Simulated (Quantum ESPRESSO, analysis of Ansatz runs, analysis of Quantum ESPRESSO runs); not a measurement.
# S on a Se site in ZnSe: local vibrational mode, PBE (Quantum ESPRESSO)

How near does this set-up come to the measured local vibrational mode? Subject: S on a Se site in ZnSe. Set-up: PBE, GBRV 1.5 PBE, 32-site cell, PBE lattice, k: 2x2x2 shifted, displacement 0.15 A. The model is a cell of 32 host atoms with 1 Se taken out and 1 S put in. The frequencies come from force constants among the defect atom and its neighbours, with the masses of the isotopes named.

What was measured. Threefold local mode of S: 297 cm⁻¹, by Infrared reflectivity with Kramers-Kronig analysis (ZnSe with ~1% S) (“Optical Studies of Lattice Vibration in II-VI Semiconducting Compounds”, 1968, M. Balkanski). The calculation is set beside it at the end.

Method: Quantum ESPRESSO plane-wave DFT, PBE, GBRV 1.5 PBE potentials; relaxation of all atoms of a defect supercell, in Quantum ESPRESSO 7.5.

### 1. Set-up

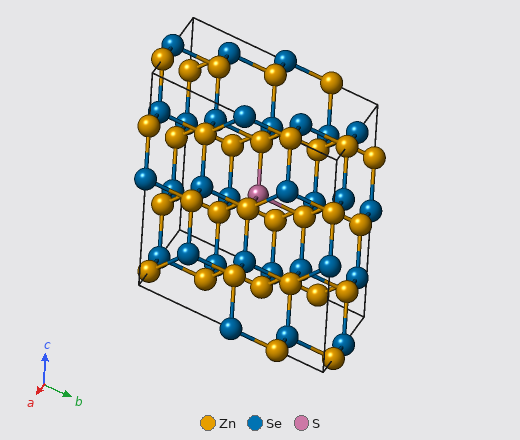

The starting structure, seen slightly off an axis (zinc orange, selenium blue, sulfur pink). Some periodic images of atoms are drawn too.

The cell holds 32 atoms: 16 Zn, 15 Se and 1 S. Its edges and angles: a = 9.922 Å, b = 9.922 Å, c = 9.922 Å, α = 109.5°, β = 109.5°, γ = 109.5°. It derives from ZnSe (space group F-43m). Nearest the centre at fractional (0.500, 0.750, 0.500): S28 at 0.00 Å, Zn16 at 2.48 Å, Zn12 at 2.48 Å, Zn7 at 2.48 Å, Zn9 at 2.48 Å, Se21 at 4.05 Å, Se30 at 4.05 Å, Se19 at 4.05 Å.

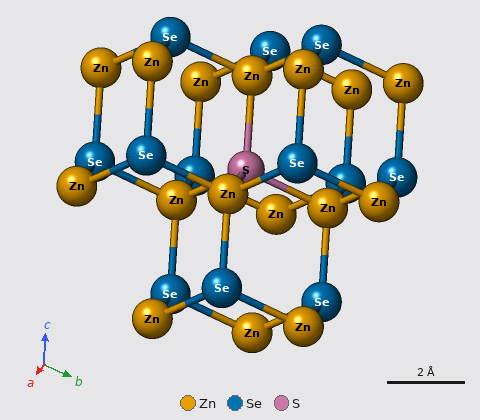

The atoms within 5 Å of the centre.

The host's primitive cell comes from a first run (Quantum ESPRESSO plane-wave DFT, PBE, GBRV 1.5 PBE potentials; relaxation of cell and atoms of a defect-free cell): vectors of 4.051, 4.051 and 4.051 Å. That is 23.50 Å³ an atom, 3.3 % over the diffraction cell's volume. The supercell is built on it.

### 2. Relaxation, charge 0

Every later number rests on the structure around the defect, so the atoms are relaxed at the host's lattice first.

Contents of pw.in:

```
&CONTROL
  calculation = 'relax'
  prefix = 'pwscf'
  outdir = './tmp'
  pseudo_dir = './pseudo'
  tprnfor = .true.
  disk_io = 'low'
  nstep = 70
  forc_conv_thr = 0.00039
  etot_conv_thr = 0.0001
/
&SYSTEM
  ibrav = 0
  nat = 32
  ntyp = 3
  ecutwfc = 45
  ecutrho = 360
  nbnd = 212
  occupations = 'smearing'
  smearing = 'fd'
  degauss = 0.00073499
/
&ELECTRONS
  conv_thr = 3d-08
  electron_maxstep = 100
  mixing_beta = 0.5
/
&IONS
  ion_dynamics = 'bfgs'
/
ATOMIC_SPECIES
Zn    65.3800 zn_pbe_v1.uspp.F.UPF
Se    78.9710 se_pbe_v1.uspp.F.UPF
S     32.0600 s_pbe_v1.4.uspp.F.UPF
CELL_PARAMETERS angstrom
  -5.7286780755    5.7286780755   -5.7286780755
   5.7286780755    5.7286780755    5.7286780755
   5.7286780755   -5.7286780755   -5.7286780755
ATOMIC_POSITIONS crystal
Zn     0.0000000000    0.0000000000    0.0000000000
Zn     0.0000000000    0.2500000000    0.7500000000
Zn     0.0000000000    0.5000000000    0.5000000000
Zn     0.0000000000    0.7500000000    0.2500000000
Zn     0.2500000000    0.0000000000    0.7500000000
Zn     0.2500000000    0.2500000000    0.5000000000
Zn     0.2500000000    0.5000000000    0.2500000000
Zn     0.2500000000    0.7500000000    0.0000000000
Zn     0.5000000000    0.0000000000    0.5000000000
Zn     0.5000000000    0.2500000000    0.2500000000
Zn     0.5000000000    0.5000000000    0.0000000000
Zn     0.5000000000    0.7500000000    0.7500000000
Zn     0.7500000000    0.0000000000    0.2500000000
Zn     0.7500000000    0.2500000000    0.0000000000
Zn     0.7500000000    0.5000000000    0.7500000000
Zn     0.7500000000    0.7500000000    0.5000000000
Se     0.0000000000    0.0000000000    0.7500000000
Se     0.0000000000    0.2500000000    0.5000000000
Se     0.0000000000    0.5000000000    0.2500000000
Se     0.0000000000    0.7500000000    0.0000000000
Se     0.2500000000    0.0000000000    0.5000000000
Se     0.2500000000    0.2500000000    0.2500000000
Se     0.2500000000    0.5000000000    0.0000000000
Se     0.2500000000    0.7500000000    0.7500000000
Se     0.5000000000    0.0000000000    0.2500000000
Se     0.5000000000    0.2500000000    0.0000000000
Se     0.5000000000    0.5000000000    0.7500000000
S      0.5000000000    0.7500000000    0.5000000000
Se     0.7500000000    0.0000000000    0.0000000000
Se     0.7500000000    0.2500000000    0.7500000000
Se     0.7500000000    0.5000000000    0.5000000000
Se     0.7500000000    0.7500000000    0.2500000000
K_POINTS automatic
2 2 2 1 1 1
```

Command:

```sh
$ OMP_NUM_THREADS=1 mpirun -n 4 pw.x -nk 2 -in pw.in > pw.out
```

What it wrote:

```text
This program is part of the open-source Quantum ESPRESSO suite
     for quantum simulation of materials; please cite
         "P. Giannozzi et al., J. Phys.:Condens. Matter 21 395502 (2009);
         "P. Giannozzi et al., J. Phys.:Condens. Matter 29 465901 (2017);
         "P. Giannozzi et al., J. Chem. Phys. 152 154105 (2020);
          URL
     in publications or presentations arising from this work. More details at

     Message from routine setup:
     using ibrav=0 with symmetry is DISCOURAGED, use correct ibrav instead

     K-points division:     npool     =       2
     Subspace diagonalization in iterative solution of the eigenvalue problem:
     a serial algorithm will be used

     --------------------
     sticks:   dense  smooth     PW     G-vecs:    dense   smooth      PW
     Min        4756    2373    633               292956   103417   14432
     Max        4757    2374    634               292957   103418   14435
     Sum        9513    4747   1267               585913   206835   28867

     Using Slab Decomposition

     bravais-lattice index     =            0
     lattice parameter (alat)  =      18.7505  a.u.
     unit-cell volume          =    5074.8107 (a.u.)^3
     number of atoms/cell      =           32
     number of atomic types    =            3
     number of electrons       =       416.00
     number of Kohn-Sham states=          212
     kinetic-energy cutoff     =      45.0000  Ry
     charge density cutoff     =     360.0000  Ry
     scf convergence threshold =      3.0E-08
     mixing beta               =       0.5000
     number of iterations used =            8  plain     mixing
     energy convergence thresh.=      1.0E-04
     force convergence thresh. =      3.9E-04
     Exchange-correlation=  SLA  PW   PBX  PBC
                           (   1   4   3   4   0   0   0)
     nstep                     =           70

     celldm(1)=  18.750546  celldm(2)=   0.000000  celldm(3)=   0.000000
     celldm(4)=   0.000000  celldm(5)=   0.000000  celldm(6)=   0.000000

     crystal axes: (cart. coord. in units of alat)
               a(1) = (  -0.577350   0.577350  -0.577350 )
               a(2) = (   0.577350   0.577350   0.577350 )
               a(3) = (   0.577350  -0.577350  -0.577350 )

     reciprocal axes: (cart. coord. in units 2 pi/alat)
               b(1) = (  0.000000  0.866025 -0.866025 )
               b(2) = (  0.866025  0.866025 -0.000000 )
               b(3) = (  0.866025  0.000000 -0.866025 )

     PseudoPot. # 1 for Zn read from file:
     zn_pbe_v1.uspp.F.UPF
     Pseudo is Ultrasoft, Zval = 20.0
     Generated by new atomic code, or converted to UPF format
     Using radial grid of  943 points,  6 beta functions with:
                l(1) =   0
                l(2) =   0
                l(3) =   1
                l(4) =   1
                l(5) =   2
                l(6) =   2
     Q(r) pseudized with  8 coefficients,  rinner =    1.100   1.100   1.100
                                                       1.100   1.100

     PseudoPot. # 2 for Se read from file:
     se_pbe_v1.uspp.F.UPF
     Pseudo is Ultrasoft + core correction, Zval =  6.0
     Generated by new atomic code, or converted to UPF format
     Using radial grid of  877 points,  6 beta functions with:
                l(1) =   0
                l(2) =   0
                l(3) =   1
                l(4) =   1
                l(5) =   2
                l(6) =   2
     Q(r) pseudized with  8 coefficients,  rinner =    1.300   1.300   1.300
                                                       1.300   1.300

     PseudoPot. # 3 for S  read from file:
     s_pbe_v1.4.uspp.F.UPF
     Pseudo is Ultrasoft + core correction, Zval =  6.0
     Generated by new atomic code, or converted to UPF format
     Using radial grid of  907 points,  6 beta functions with:
                l(1) =   0
                l(2) =   0
                l(3) =   1
                l(4) =   1
                l(5) =   2
                l(6) =   2
     Q(r) pseudized with  8 coefficients,  rinner =    1.300   1.300   1.300
                                                       1.300   1.300

     atomic species   valence    mass     pseudopotential
     Zn               20.00    65.38000     Zn( 1.00)
     Se                6.00    78.97100     Se( 1.00)
     S                 6.00    32.06000     S ( 1.00)

     24 Sym. Ops. (no inversion) found (22 have fractional translation)

   Cartesian axes

     site n.     atom                  positions (alat units)
         1        Zn     tau(   1) = (   0.0000000   0.0000000   0.0000000  )
         2        Zn     tau(   2) = (   0.5773503  -0.2886751  -0.2886751  )
         3        Zn     tau(   3) = (   0.5773503   0.0000000   0.0000000  )
         4        Zn     tau(   4) = (   0.5773503   0.2886751   0.2886751  )
         5        Zn     tau(   5) = (   0.2886751  -0.2886751  -0.5773503  )
         6        Zn     tau(   6) = (   0.2886751   0.0000000  -0.2886751  )
         7        Zn     tau(   7) = (   0.2886751   0.2886751   0.0000000  )
         8        Zn     tau(   8) = (   0.2886751   0.5773503   0.2886751  )
         9        Zn     tau(   9) = (   0.0000000   0.0000000  -0.5773503  )
        10        Zn     tau(  10) = (   0.0000000   0.2886751  -0.2886751  )
        11        Zn     tau(  11) = (   0.0000000   0.5773503   0.0000000  )
        12        Zn     tau(  12) = (   0.5773503   0.2886751  -0.2886751  )
        13        Zn     tau(  13) = (  -0.2886751   0.2886751  -0.5773503  )
        14        Zn     tau(  14) = (  -0.2886751   0.5773503  -0.2886751  )
        15        Zn     tau(  15) = (   0.2886751   0.2886751  -0.5773503  )
        16        Zn     tau(  16) = (   0.2886751   0.5773503  -0.2886751  )
        17        Se     tau(  17) = (   0.4330127  -0.4330127  -0.4330127  )
        18        Se     tau(  18) = (   0.4330127  -0.1443376  -0.1443376  )
        19        Se     tau(  19) = (   0.4330127   0.1443376   0.1443376  )
        20        Se     tau(  20) = (   0.4330127   0.4330127   0.4330127  )
        21        Se     tau(  21) = (   0.1443376  -0.1443376  -0.4330127  )
        22        Se     tau(  22) = (   0.1443376   0.1443376  -0.1443376  )
        23        Se     tau(  23) = (   0.1443376   0.4330127   0.1443376  )
        24        Se     tau(  24) = (   0.7216878   0.1443376  -0.1443376  )
        25        Se     tau(  25) = (  -0.1443376   0.1443376  -0.4330127  )
        26        Se     tau(  26) = (  -0.1443376   0.4330127  -0.1443376  )
[...]
atom    9 type  1   force =     0.00039908    0.00039908    0.00039908
     atom   10 type  1   force =     0.00006955   -0.00052561   -0.00052561
     atom   11 type  1   force =     0.00006955    0.00052561    0.00052561
     atom   12 type  1   force =     0.00039908   -0.00039908   -0.00039908
     atom   13 type  1   force =    -0.00052561   -0.00006955    0.00052561
     atom   14 type  1   force =    -0.00006955    0.00052561   -0.00052561
     atom   15 type  1   force =    -0.00052561   -0.00052561    0.00006955
     atom   16 type  1   force =    -0.00039908    0.00039908   -0.00039908
[...]
Total force =     0.004421     Total SCF correction =     0.000034
     Energy error            =      8.3E-05 Ry
     Gradient error          =      6.2E-04 Ry/Bohr

     number of scf cycles    =   9
     number of bfgs steps    =   8

     energy             old  =   -8064.6676413634 Ry
     energy             new  =   -8064.6677242800 Ry

     CASE: energy            _new < energy            _old

     new trust radius        =       0.0059458794 bohr
     new conv_thr            =       0.0000000003 Ry

ATOMIC_POSITIONS (crystal)
Zn               0.0001622229        0.0009157793        0.0001622229
Zn               0.0001622229        0.2501622229        0.7509157793
Zn              -0.0001622229        0.5007535564        0.5000000000
Zn              -0.0001622229        0.7500000000        0.2507535564
Zn               0.2490842207       -0.0007535564        0.7492464436
Zn               0.2507535564        0.2498377771        0.5000000000
Zn               0.2591385889        0.5091385889        0.2591385889
Zn               0.2507535564        0.7500000000       -0.0001622229
Zn               0.5000000000       -0.0091385889        0.5000000000
Zn               0.5000000000        0.2498377771        0.2507535564
Zn               0.5000000000        0.5007535564       -0.0001622229
Zn               0.5000000000        0.7500000000        0.7408614111
Zn               0.7492464436       -0.0007535564        0.2490842207
Zn               0.7509157793        0.2501622229        0.0001622229
Zn               0.7492464436        0.4990842207        0.7492464436
Zn               0.7408614111        0.7500000000        0.5000000000
[...]
NEW-OLD atomic charge density approx. for the potential

     Self-consistent Calculation

     iteration #  1     ecut=    45.00 Ry     beta= 0.50
     Davidson diagonalization with overlap
     ethr =  1.00E-06,  avg # of iterations =  4.0

     Threshold (ethr) on eigenvalues was too large:
     Diagonalizing with lowered threshold

     Davidson diagonalization with overlap
     ethr =  2.59E-09,  avg # of iterations =  7.0

     total energy              =   -8064.66777853 Ry
     estimated scf accuracy    <       0.00001734 Ry

     iteration #  2     ecut=    45.00 Ry     beta= 0.50
     Davidson diagonalization with overlap
     ethr =  4.17E-09,  avg # of iterations =  3.0

     total energy              =   -8064.66778232 Ry
     estimated scf accuracy    <       0.00000499 Ry

     iteration #  3     ecut=    45.00 Ry     beta= 0.50
     Davidson diagonalization with overlap
     ethr =  1.20E-09,  avg # of iterations =  3.0

     total energy              =   -8064.66778339 Ry
     estimated scf accuracy    <       0.00000062 Ry

     iteration #  4     ecut=    45.00 Ry     beta= 0.50
     Davidson diagonalization with overlap
     ethr =  1.48E-10,  avg # of iterations =  3.5

     total energy              =   -8064.66778349 Ry
     estimated scf accuracy    <       0.00000010 Ry

     iteration #  5     ecut=    45.00 Ry     beta= 0.50
     Davidson diagonalization with overlap
     ethr =  2.29E-11,  avg # of iterations =  5.0

     total energy              =   -8064.66778350 Ry
     estimated scf accuracy    <          8.1E-09 Ry

     iteration #  6     ecut=    45.00 Ry     beta= 0.50
     Davidson diagonalization with overlap
     ethr =  1.94E-12,  avg # of iterations =  6.5

     total energy              =   -8064.66778351 Ry
     estimated scf accuracy    <          1.0E-09 Ry

     iteration #  7     ecut=    45.00 Ry     beta= 0.50
     Davidson diagonalization with overlap
     ethr =  2.47E-13,  avg # of iterations =  3.5

     End of self-consistent calculation

          k = 0.4330 0.4330-0.4330 ( 25876 PWs)   bands (ev):

  -119.2960-119.2960-119.2960-119.2960-119.2589-119.2589-119.2589-119.2589
  -119.2589-119.2589-119.2589-119.2589-119.2589-119.2589-119.2589-119.2589
[...]
8.4760   8.5341   8.5341   8.5341

          k = 0.0000 0.4330 0.0000 ( 25871 PWs)   bands (ev):

  -119.2960-119.2960-119.2960-119.2960-119.2590-119.2590-119.2589-119.2589
  -119.2589-119.2589-119.2589-119.2589-119.2589-119.2589-119.2589-119.2589
[...]
-0.1781  -0.1752  -0.1692  -0.1692  -0.1601  -0.1597  -0.1372  -0.1372
    -0.1346  -0.1295  -0.0136  -0.0136  -0.0126  -0.0103   0.0168   0.0205
     1.2631   1.2631   1.2693   1.3225   1.3225   1.3334   1.4217   1.4505
     1.4505   1.4634   1.8375   2.5394   2.5628   2.5628   2.5760   3.0166
     3.0166   3.0245   3.0749   3.5106   3.5106   3.5300   3.5881   4.0055
     4.0055   4.1167   4.1656   4.1656   4.2366   4.2478   4.2478   4.2520
     4.2729   4.2744   4.3026   4.3026   4.3305   4.5524   4.9331   4.9515
     4.9515   5.0022   5.0389   5.0389   5.0516   5.0766   5.4656   5.4656
     8.4161   9.0896   9.1631   9.1641

     the Fermi energy is     7.2538 ev

!    total energy              =   -8064.66778351 Ry
     estimated scf accuracy    <          8.9E-11 Ry
     smearing contrib. (-TS)   =       0.00000000 Ry
     internal energy E=F+TS    =   -8064.66778351 Ry

     The total energy is F=E-TS. E is the sum of the following terms:
     one-electron contribution =   -7585.56933304 Ry
     hartree contribution      =    3887.84928312 Ry
     xc contribution           =   -1129.42875778 Ry
     ewald contribution        =   -3237.51897581 Ry

     convergence has been achieved in   7 iterations

     Forces acting on atoms (cartesian axes, Ry/au):

[...]
atom   25 type  2   force =    -0.00002390   -0.00002233   -0.00002233
     atom   26 type  2   force =     0.00000000    0.00000000   -0.00000000
     atom   27 type  2   force =    -0.00002390    0.00002233    0.00002233
     atom   28 type  3   force =    -0.00000000   -0.00000000    0.00000000
     atom   29 type  2   force =    -0.00002233    0.00002390    0.00002233
     atom   30 type  2   force =    -0.00002233   -0.00002233   -0.00002390
     atom   31 type  2   force =     0.00002233   -0.00002390    0.00002233
     atom   32 type  2   force =     0.00002233   -0.00002233    0.00002390

     Total force =     0.001426     Total SCF correction =     0.000041
     Energy error            =      5.9E-05 Ry
     Gradient error          =      2.8E-04 Ry/Bohr

     bfgs converged in  10 scf cycles and   9 bfgs steps
     (criteria: energy <  1.0E-04 Ry, force <  3.9E-04 Ry/Bohr)

     End of BFGS Geometry Optimization

     Final energy             =   -8064.6677835084 Ry

     File ./tmp/pwscf.bfgs deleted, as requested
Begin final coordinates

ATOMIC_POSITIONS (crystal)
[...]
Se               0.5000000000       -0.0008939024        0.2516045408
Se               0.5000000000        0.2500000000        0.0000000000
Se               0.5000000000        0.5016045408        0.7491060976
S                0.5000000000        0.7500000000        0.5000000000
Se               0.7483954592       -0.0016045408       -0.0024984432
Se               0.7483954592        0.2475015568        0.7483954592
Se               0.7491060976        0.5016045408        0.5000000000
Se               0.7491060976        0.7500000000        0.2516045408
End final coordinates

=------------------------------------------------------------------------------=
   JOB DONE.
=------------------------------------------------------------------------------=
```

Run time: 26 min. Hardware: 4 MPI ranks of Arm Neoverse V2, shared host; peak memory 3.3 GiB; 1.8 h of CPU time.

The steps of the relaxation:

| step | energy less that of the first step (eV) |
| --- | --- |
| 0 | 0.0000 |
| 1 | -0.0200 |
| 2 | -0.0394 |
| 3 | -0.0634 |
| 4 | -0.0872 |
| 5 | -0.0960 |
| 6 | -0.0972 |
| 7 | -0.0982 |
| 8 | -0.0994 |
| 9 | -0.1002 |

The atoms that moved most (Å):

| atom | dx | dy | dz | length |
| --- | --- | --- | --- | --- |
| Zn9 | -0.052 | -0.052 | -0.052 | 0.091 |
| Zn7 | 0.052 | 0.052 | -0.052 | 0.091 |
| Zn12 | -0.052 | 0.052 | 0.052 | 0.091 |
| Zn16 | 0.052 | -0.052 | 0.052 | 0.091 |
| Se22 | 0.014 | 0.014 | 0.004 | 0.021 |
| Se31 | 0.014 | 0.004 | 0.014 | 0.021 |
| Se27 | 0.004 | 0.014 | 0.014 | 0.021 |
| Se29 | -0.014 | -0.004 | 0.014 | 0.021 |

Final coordinates:

```
CELL_PARAMETERS angstrom
-5.72868 5.72868 -5.72868
5.72868 5.72868 5.72868
5.72868 -5.72868 -5.72868
ATOMIC_POSITIONS crystal
Zn 0.00016 0.00092 0.00016
Zn 0.00016 0.25016 0.75092
Zn 0.99984 0.50075 0.50000
Zn 0.99984 0.75000 0.25075
Zn 0.24908 0.99925 0.74925
Zn 0.25075 0.24984 0.50000
Zn 0.25914 0.50914 0.25914
Zn 0.25075 0.75000 0.99984
Zn 0.50000 0.99086 0.50000
Zn 0.50000 0.24984 0.25075
Zn 0.50000 0.50075 0.99984
Zn 0.50000 0.75000 0.74086
Zn 0.74925 0.99925 0.24908
Zn 0.75092 0.25016 0.00016
Zn 0.74925 0.49908 0.74925
Zn 0.74086 0.75000 0.50000
Se 0.99750 0.99840 0.74840
Se 0.00000 0.25000 0.50000
Se 0.00250 0.50089 0.25089
Se 0.00000 0.75000 0.00000
Se 0.25160 0.99911 0.50000
Se 0.25089 0.25250 0.25089
Se 0.25089 0.50089 0.00250
Se 0.25160 0.75000 0.74911
Se 0.50000 0.99911 0.25160
Se 0.50000 0.25000 0.00000
Se 0.50000 0.50160 0.74911
S 0.50000 0.75000 0.50000
Se 0.74840 0.99840 0.99750
Se 0.74840 0.24750 0.74840
Se 0.74911 0.50160 0.50000
Se 0.74911 0.75000 0.25160
```

Neighbours of S28 at the end:

| atom | distance (Å) |
| --- | --- |
| Zn7 | 2.390 |
| Zn16 | 2.390 |
| Zn12 | 2.390 |
| Zn9 | 2.390 |
| Se24 | 4.031 |
| Se30 | 4.031 |
| Se32 | 4.031 |
| Se21 | 4.031 |
| Se25 | 4.031 |
| Se27 | 4.031 |
| Se29 | 4.031 |
| Se17 | 4.031 |
| Se23 | 4.031 |
| Se31 | 4.031 |
| Se19 | 4.031 |
| Se22 | 4.031 |

(Continued in part 2 of 2.)

[Logs are printed without paths, hosts, clocks, repeated set-up lines and the standing remarks that a program may print on its own settings, such as how far it seeks lower states.]

[Hosts, paths, dates, database ids (printed as entryN), source tags and the programs' standing remarks are cut or masked in the printed files.]

[For some hosts the program warned that the k-mesh of the response run may be too coarse for force constants and the static dielectric constant; such warnings are not shown here.]
